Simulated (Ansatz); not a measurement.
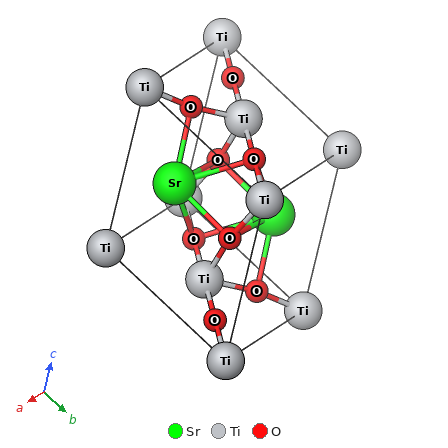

System: a slab cut from SrTiO₃ (slab content Sr₄Ti₆O₁₆), space group I4/mcm (No. 140). The picture shows the bulk cell.

Structure:
```xyz
10
Lattice="-2.7435 2.7435 3.9043 2.7435 -2.7435 3.9043 2.7435 2.7435 -3.9043" Properties=species:S:1:pos:R:3 pbc="T T T"
Sr    0.0000    2.7435    1.9522
Sr    2.7435    0.0000    1.9522
Ti    0.0000    0.0000    0.0000
Ti    0.0000    0.0000    3.9043
O     0.0000    0.0000    1.9522
O     0.0000    0.0000    5.8565
O     1.2365    3.9801    0.0000
O     1.5070    1.2365    0.0000
O     1.5070   -1.2365    3.9043
O     1.2365    1.5070    3.9043
```

Method: spacing and rumpling of the atomic planes of a slab cut from the relaxed bulk cell along the Miller plane (conventional indices), bottom to top, after all atoms relax, plane waves with PAW datasets, Γ-centred k mesh (Ansatz 0.2.0). Level: PBEsol, no spin polarisation.

- space group in which the indices count: 140
- Miller index h: 1
- Miller index k: 1
- Miller index l: 0
- top plane: TiO2
- bottom plane: TiO2
- planes: 5
- surface cell: (1, 1)
- slab thickness as cut: 8.14 Å
- vacuum: 15 Å
- surface area: 30.3 Å²
- surface a: 5.504 Å
- surface b: 5.504 Å
- surface angle: 89.6 °
- slab atoms: 26
- excess atoms: O4 Ti2
- wave cutoff: 420 eV
- k mesh: 5×5×1
- occupations: Gaussian
- smearing width: 0.05 eV
- boundary: dipole corrected

Predict the spacing change of each pair of planes. The cases: 1–2; 2–3; 3–4; 4–5.

The least value, −0.109 Å, is that of 1–2 and 4–5, and the largest, 0.059 Å, that of 2–3 and 3–4. In rising order: 1–2 (−0.109), 4–5 (−0.109), 2–3 (0.059), 3–4 (0.059), in Å. The spacing to next, in Å, is 1.831 for 1–2, 1.999 for 2–3, 1.999 for 3–4 and 1.831 for 4–5. The content of the two planes is Ti2O4 and Sr2O2 for 1–2, Sr2O2 and Ti2O4 for 2–3, Ti2O4 and Sr2O2 for 3–4 and Sr2O2 and Ti2O4 for 4–5.

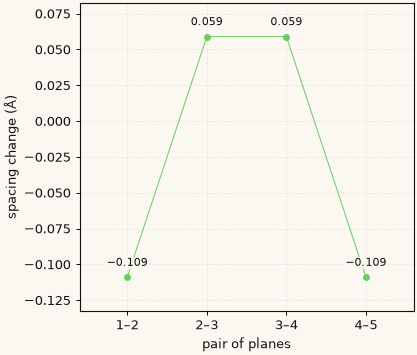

Limits of the calculation: odd k mesh can miss points on the zone edge; the slab's middle relaxes too; xc potential rough in thin density.
